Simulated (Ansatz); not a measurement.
The coordinates of a crystal:

Space group C2/m (No. 12). a = 6.762 Å, b = 6.798 Å, c = 3.196 Å, α = 90.00°, β = 90.94°, γ = 90.00°
| atom | site | symmetry | x | y | z |
| --- | --- | --- | --- | --- | --- |
| Sn | 2c | 2/m | 0.0000 | 0.0000 | 0.5000 |
| Sn | 2b | 2/m | 0.0000 | 0.5000 | 0.0000 |
| O | 4g | 2 | 0.0000 | 0.1940 | 0.0000 |
| O | 4i | m | 0.1939 | 0.5000 | 0.5028 |

Characterise the structure given above.

Answer. The structure is one of SnO2. Strictly the space group is C2/m (No. 12, within 0.01 Å). It is a distorted form of a primitive tetragonal structure, space group P4_2/mnm (No. 136) within 0.25 Å: rutile. One cell contains 4 Sn, 8 O, 12 atoms in all. The coordination shell of Sn holds six O in a distorted octahedral arrangement at 2.06 to 2.08 Å. Each O atom is coordinated by three Sn at 2.06 to 2.08 Å. The bonds build a three-dimensional framework.

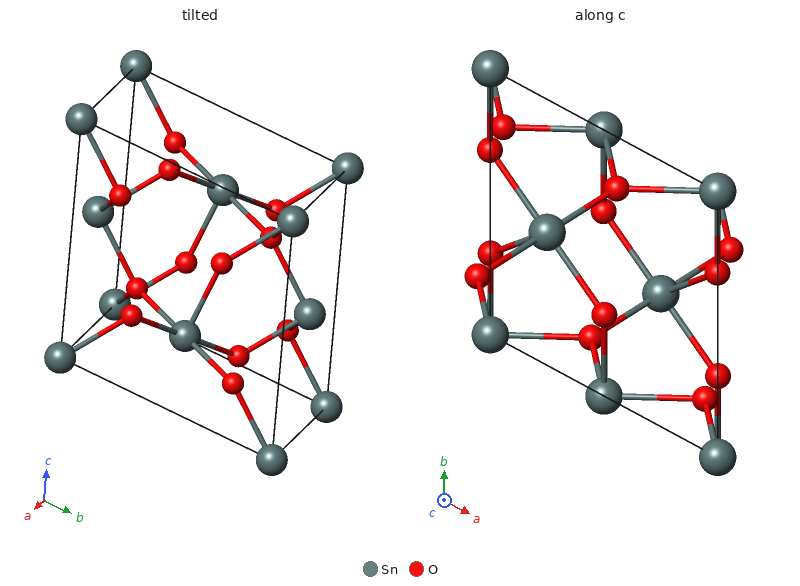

A ball-and-stick rendering, viewed slightly off an axis and along the c axis. The frame is the unit cell; atoms at its boundary are shown with their periodic copies.

Its origin is a structure listed in the Materials Project. It was relaxed with DFT r2SCAN, scalar-relativistic, plane waves, PAW (Ansatz 0.2.0) under a constraint or pressure on the cell, so some stress remains.
